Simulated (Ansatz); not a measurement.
Run report: Ir, single-point calculation

The run: single-point calculation of Ir (slab, 4 atoms in the cell). Method and program: DFT PBE, scalar-relativistic, plane waves, PAW, PAW set soft_1, no spin polarisation (Ansatz 0.2.0).

The structure derives from an entry of the Crystallography Open Database. Figures and captions count atoms from 1; the log counts them from 0 in places.

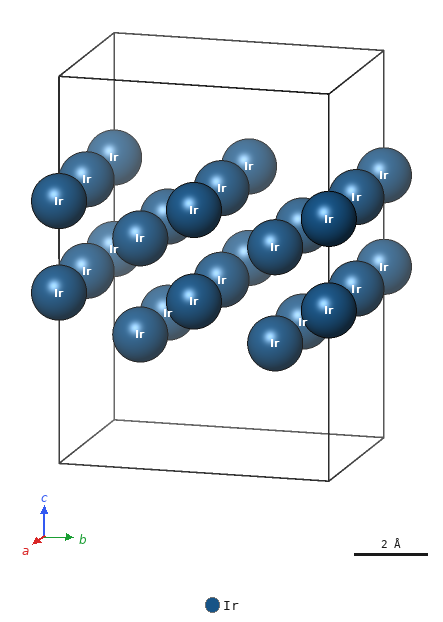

Figure 1. The structure (spheres-only view of the 2 × 2 repeat of the cell, with the vacuum cut short, seen slightly off an axis). An atom can appear more than once, as a periodic image.

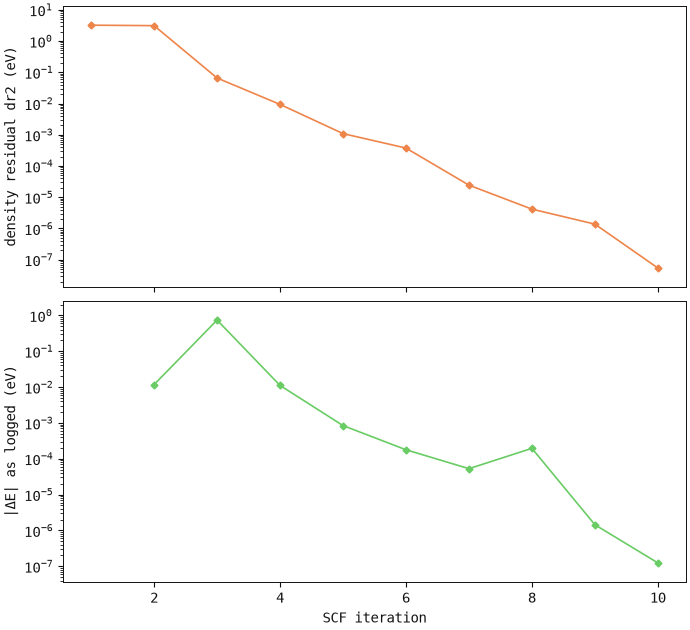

Figure 2. Convergence of the self-consistent field: density residual dr2 and size of the energy change against the SCF iteration. The residual falls at every step.

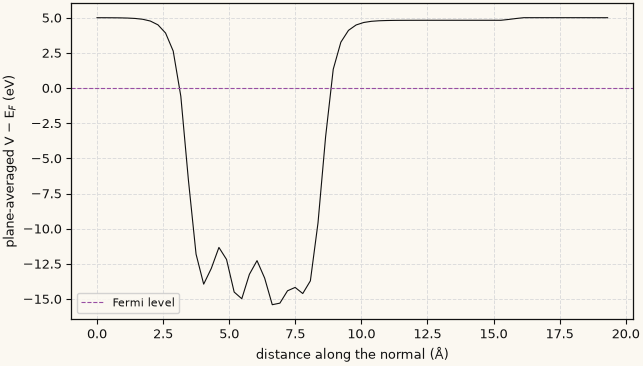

Figure 3. Plane average of the electrostatic potential energy of an electron across the cell, from the Fermi level. The vacuum level lies 4.82 eV above the Fermi level on the upper side and 5.01 eV on the lower.

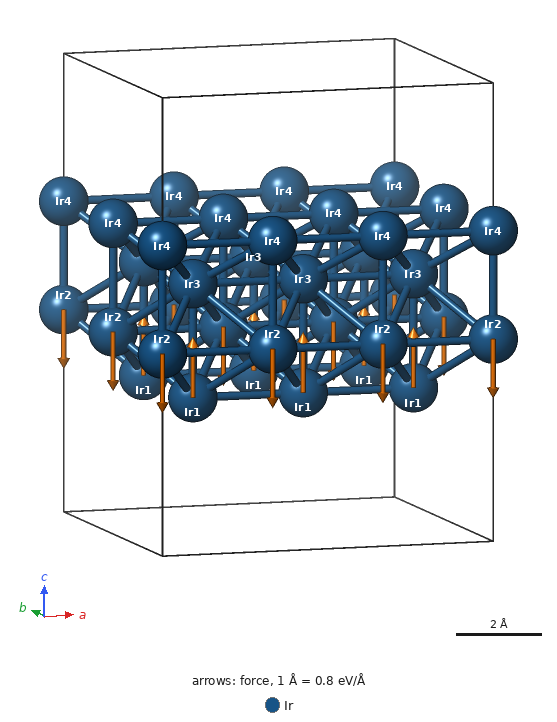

Figure 4. Forces on the atoms as orange arrows (ball-and-stick view of the 3 × 2 repeat of the cell, with the vacuum cut short, seen slightly off an axis; atoms are numbered from 1 in the order of the input); the smallest are left out. The largest act on Ir1 (1.17 eV/Å); Ir2 (1.14 eV/Å). The geometry is not a stationary point of this energy.

These pictures come from the run below.

### Input
```yaml
crystal:
  lattice:
    - [2.7367600872, 0.0, 0.0]
    - [0.0, 3.8703632323, 0.0]
    - [0.0, 0.0, 19.459943374]
  atoms:
    - { symbol: Ir, position: [0.5, 0.5, 0.205550444] }
    - { symbol: Ir, position: [0.0, 0.0, 0.2758682253] }
    - { symbol: Ir, position: [0.5, 0.5, 0.3454282602] }
    - { symbol: Ir, position: [0.0, 0.0, 0.4090424736] }
basis:
  ecutwfc: 420
kpoints:
  mp_grid: { grid: [10, 7, 1] }
hamiltonian:
  xc: pbe
  pseudopotentials: { kind: paw, azcp: { folder: soft_1 } }
scf:
  occupations: { method: gaussian, width: 0.1 }
output:
  forces: true
  eigenvalues: true
efield:
  axis: 3
  dipole_correction: true
  ramp_width: 0.04
```

Command:
```bash
ansatz run input.yaml --threads 2 --pin off --max-ram 6144MiB --backend cpu --events-out ev --progress --plain --runs-dir out
```

### Log
```
Engine: ansatz 0.2.0, aarch64-unknown-linux-gnu
Pseudopotentials: kind: paw
Pseudopotential: Ir, paw, valence charge 17, recommended cutoff 420 eV (normal), [file]
Functional definition: PBE
  parameter kappa = 0.804
  parameter beta = 0.06672455060314922
  exchange = pbe_x(kappa = kappa, mu = beta*pi^2/3)
  correlation = pbe_c(beta = beta)
Crystal: 4 atoms, lattice volume = 206.125 Å³
Basis set: ecut = 420 eV, 4053 PW (Γ), exchange–correlation on 40×54×270 points (8 copies of the dense FFT grid, shifted against one another)
Bands: 41, of which v1, the nominal top of the filled ones, is band 34 counted from 1 (33 counted from 0)
Symmetry: 4 space group operations
Space group: Pmm2 (ITA 25), of the structure as read, at distance tolerance 5.9e-5 Å
k-points: 24 of 70
Non-local potential: Ir, projectors of the file, l = 0: 3, l = 1: 2, l = 2: 2, l = 3: 1
PAW form: soft (Blöchl's): semilocal exchange-correlation on the pseudo side does not see the compensation charge
PAW one-centre angular grid: Ir, 590 points (default); XC on 64 Gauss nodes
Initial density: superposition of atomic densities (neutral atoms: chi_scale 0, normalization atom)
Initial wavefunctions: pseudopotential atomic-orbital guess
Functional: x = pbe(κ = 0.804, μ = 0.2195149727645171), c = pbe(β = 0.06672455060314922)
SCF iter   1: F=—  HF=-47743.970953 eV  |F-HF|=—  |Δ(HF+E_count)|=         —  Δρ=2.74e-2  dr2=3.22e0  ethr=3.10e-3  p=0.000 e·Å  D=8.89e-8 V/Å  ΔV_dip=-0.00 eV  dr2_dipole=6.46e-2  V_vac-E_F(+/−)=6.51/6.51 eV  ⟨swp⟩=8.5  Hψ=4651  notcnv=0
efield: sawtooth ramp at fractional position 0.7873 (placed from the atoms, in the widest stretch of the axis that holds none; the zero of the levels goes with the place), width 0.0400; the density the first Hamiltonian is built on has a dipole p = 0.000 e·Å; the dipole correction subtracts the counter field D = 8.89e-8 V/Å, which shifts the + side's vacuum level by -0.00 eV against the − side's; the planar-averaged density in the ramp window peaks in size at 3.6e-7 e/Å³
preconditioner: auto → LDOS  [metal: Δε(μ)=0.012 eV  Ē_g=5.788 eV  σ=0.100 eV  W_gap=0.07  n_scr=32 (ndim 8)  ℏωp=15.5 eV  f_vac=0.619  D(μ)=6.31/eV (n_scr^D=42)  β→1.0]
SCF iter   2: F=—  HF=-47743.959246 eV  |F-HF|=—  |Δ(HF+E_count)|=   1.17e-2  Δρ=2.79e-2  dr2=3.11e0  ethr=3.10e-3  p=0.014 e·Å  D=1.25e-2 V/Å  ΔV_dip=-0.24 eV  dr2_dipole=2.93e-3  V_vac-E_F(+/−)=4.86/5.10 eV  ⟨swp⟩=3.5  Hψ=2671  notcnv=0  defer=26
SCF iter   3: F=—  HF=-47743.218835 eV  |F-HF|=—  |Δ(HF+E_count)|=   7.40e-1  Δρ=3.63e-3  dr2=6.56e-2  ethr=3.10e-3  p=0.007 e·Å  D=6.37e-3 V/Å  ΔV_dip=-0.12 eV  dr2_dipole=4.65e-3  V_vac-E_F(+/−)=5.38/5.51 eV  ⟨swp⟩=2.8  Hψ=1839  notcnv=0  defer=26
SCF iter   4: F=—  HF=-47743.207692 eV  |F-HF|=—  |Δ(HF+E_count)|=   1.11e-2  Δρ=1.64e-3  dr2=9.37e-3  ethr=9.65e-5  p=0.011 e·Å  D=9.33e-3 V/Å  ΔV_dip=-0.18 eV  dr2_dipole=4.89e-6  V_vac-E_F(+/−)=5.01/5.19 eV  ⟨swp⟩=3.0  Hψ=1997  notcnv=0  defer=26
SCF iter   5: F=—  HF=-47743.206850 eV  |F-HF|=—  |Δ(HF+E_count)|=   8.42e-4  Δρ=6.18e-4  dr2=1.09e-3  ethr=1.38e-5  p=0.010 e·Å  D=8.81e-3 V/Å  ΔV_dip=-0.17 eV  dr2_dipole=3.55e-6  V_vac-E_F(+/−)=4.89/5.06 eV  ⟨swp⟩=2.0  Hψ=1426  notcnv=0  defer=26
SCF iter   6: F=—  HF=-47743.207029 eV  |F-HF|=—  |Δ(HF+E_count)|=   1.78e-4  Δρ=2.90e-4  dr2=3.75e-4  ethr=1.61e-6  p=0.011 e·Å  D=9.47e-3 V/Å  ΔV_dip=-0.18 eV  dr2_dipole=2.00e-7  V_vac-E_F(+/−)=4.84/5.03 eV  ⟨swp⟩=3.4  Hψ=1966  notcnv=0  defer=26
SCF iter   7: F=—  HF=-47743.206976 eV  |F-HF|=—  |Δ(HF+E_count)|=   5.28e-5  Δρ=8.53e-5  dr2=2.44e-5  ethr=5.52e-7  p=0.011 e·Å  D=9.26e-3 V/Å  ΔV_dip=-0.18 eV  dr2_dipole=3.99e-7  V_vac-E_F(+/−)=4.83/5.01 eV  ⟨swp⟩=2.0  Hψ=1389  notcnv=0  defer=26
SCF iter   8: F=—  HF=-47743.206781 eV  |F-HF|=—  |Δ(HF+E_count)|=   1.95e-4  Δρ=3.08e-5  dr2=4.16e-6  ethr=3.58e-8  p=0.011 e·Å  D=9.40e-3 V/Å  ΔV_dip=-0.18 eV  dr2_dipole=7.34e-9  V_vac-E_F(+/−)=4.82/5.00 eV  ⟨swp⟩=2.2  Hψ=1463  notcnv=0  defer=26
SCF iter   9: F=—  HF=-47743.206782 eV  |F-HF|=—  |Δ(HF+E_count)|=   1.44e-6  Δρ=1.32e-5  dr2=1.38e-6  ethr=6.11e-9  p=0.011 e·Å  D=9.42e-3 V/Å  ΔV_dip=-0.18 eV  dr2_dipole=9.86e-9  V_vac-E_F(+/−)=4.82/5.00 eV  ⟨swp⟩=2.3  Hψ=1380  notcnv=0  defer=26
SCF iter  10: F=-47743.206782 eV  HF=-47743.206782 eV  |F-HF|=4.97e-8  |Δ(HF+E_count)|=   1.24e-7  Δρ=4.37e-6  dr2=5.43e-8  ethr=1.47e-10  p=0.011 e·Å  D=9.44e-3 V/Å  ΔV_dip=-0.18 eV  dr2_dipole=4.72e-12  V_vac-E_F(+/−)=4.82/5.01 eV  ⟨swp⟩=12.5  Hψ=5305  notcnv=0
SCF 1 converged in 10 iterations: F = -47743.206782 eV  dr2 = 5.43e-8
  greatest PAW one-centre occupation: 1.000 electrons in one spin orbital (limit 2), on the Ir atom at site 2 (counted from 0), in its partial waves of l = 0
SCF converged after 10 iterations
Free energy (F): -47743.206782 eV
Harris-Foulkes:  -47743.206782 eV  (|F-HF|=4.97e-8)
Internal energy: -47743.170954 eV  (E = F + TS)
E sigma→0 (E₀):  -47743.188868 eV
Entropy (-TS):   -0.035828 eV (-8.957 meV/atom)
Fermi energy:    3.465338 eV
Dipole field:    D = 0.009442 V/Å  (p = 0.010755 e·Å, saw-weighted, corrected)
Work function:   Φ+ = 4.8216 eV   Φ− = 5.0053 eV
Levels:          The Fermi level and band energies are counted from a zero that moves with the ramp; work functions are not
--- Per-component energies (eV) ---
  E_band       = -1805.336727
  E_kinetic    = 2152.128519
  E_local      = -72864.793881  (includes V_loc(G=0)·N_el)
  E_nonlocal   = 761.326833
  E_hartree    = 35143.382637
  E_xc         = -914.378801
  E_vxc        = -1017.585942  (∫ρ·V_xc dr)
  E_paw        = -37061.109049  (= ΣΔE_a)
  E_vpaw       = -1123.201240  (= ΣTr[D̂ρ^β])
  E_aug_tail   = 0.001425  (compensation charges beyond the density's cutoff)
  E_efield     = 0.000051  (sawtooth field / dipole correction)
  E_vefield    = -0.020837  (∫n·V_field dr)
  E_ewald      = 25040.271313
  E_smearing   = -0.035828  (= −TS)
  E_closure    = -0.000000  (closes the sum)
  Σ components = -47743.206782   (vs F -47743.206782, Δ=0.00e0)
--- Forces (eV/Å), atoms counted from 1 ---
  atom   1  Ir     0.00000000     0.00000000     1.16715550
  atom   2  Ir     0.00000000    -0.00000000    -1.13612265
  atom   3  Ir     0.00000000    -0.00000000    -0.02958053
  atom   4  Ir     0.00000000    -0.00000000    -0.00140551
  max |Σ_I F_I| component: 4.68e-5 eV/Å
--- Band table (eV; the first three rows and the last of 24) ---
  k-point 0: bands = ["-89.3590", "-89.3126", "-88.6360", "-88.4270", "-46.4000", "-46.1952", "-46.0701", "-46.0329", "-46.0256", "-45.8839", "-45.4299", "-45.3416", "-45.3140", "-45.1854", "-45.1515", "-45.1495", "-6.0804", "-3.4504", "-3.2901", "-2.1868", "-1.9318", "-0.7576", "-0.4666", "-0.3879", "0.1892", "0.3927", "0.5144", "0.9358", "1.6404", "1.8733", "1.8949", "2.2013", "2.8088", "3.0010", "3.3760", "3.8357", "4.0010", "4.0892", "4.8811", "7.2002", "7.5695"]
  k-point 1: bands = ["-89.3570", "-89.3143", "-88.6362", "-88.4270", "-46.4003", "-46.2137", "-46.0871", "-46.0245", "-45.9912", "-45.8892", "-45.4277", "-45.3462", "-45.3163", "-45.1833", "-45.1532", "-45.1506", "-5.8327", "-3.3884", "-3.3008", "-2.1732", "-2.1084", "-0.7472", "-0.3653", "-0.0611", "0.1956", "0.5445", "0.6810", "0.8042", "1.1409", "1.6967", "2.1244", "2.6221", "2.9483", "2.9687", "3.1373", "3.6886", "4.1011", "4.2880", "4.7168", "6.3424", "7.2305"]
  k-point 2: bands = ["-89.3517", "-89.3189", "-88.6366", "-88.4272", "-46.4026", "-46.2540", "-46.0764", "-46.0016", "-45.9646", "-45.9048", "-45.4212", "-45.3553", "-45.3216", "-45.1786", "-45.1575", "-45.1529", "-5.1577", "-3.5626", "-2.9997", "-2.5606", "-1.8462", "-0.5634", "-0.3979", "0.0048", "0.1886", "0.6320", "0.6687", "1.0913", "1.3011", "1.6743", "2.0348", "2.6545", "2.7338", "3.1972", "3.4480", "3.7012", "4.2800", "4.3701", "4.4507", "4.5721", "7.0908"]
  k-point 23: bands = ["-89.3254", "-89.3056", "-88.6173", "-88.4078", "-46.4487", "-46.4431", "-46.1455", "-46.1371", "-46.0478", "-46.0348", "-45.6355", "-45.4957", "-45.4005", "-45.3338", "-45.1568", "-45.1325", "-3.3025", "-3.1559", "-1.9771", "-1.6862", "-1.1110", "-1.0227", "-0.2863", "-0.2344", "0.2517", "0.3142", "0.4146", "0.7730", "2.3336", "2.4009", "2.8292", "2.8556", "4.0793", "4.0924", "4.3661", "4.4391", "5.4589", "5.4612", "9.3546", "9.4809", "9.9061"]
```

### Results in brief

| quantity | value |
| --- | --- |
| outcome | converged |
| electrons treated | 68 |
| free energy | −47743.2068 eV |
| work function, top face | 4.82 eV |
| work function, bottom face | 5.01 eV |
| Fermi energy | 3.465 eV |
| gap on the k-point mesh | none (metallic) |
| work function (upper face) | 4.82 eV |
| largest force (length of the vector) | 1.167 eV/Å |
| hardware | 2 threads of Arm Neoverse N1, 98 GiB of memory available, shared host |
| wall time | 17 s (CPU time 32 s) |
| peak memory | 0.45 GiB |

Spin–orbit coupling is left out, which matters for Ir.
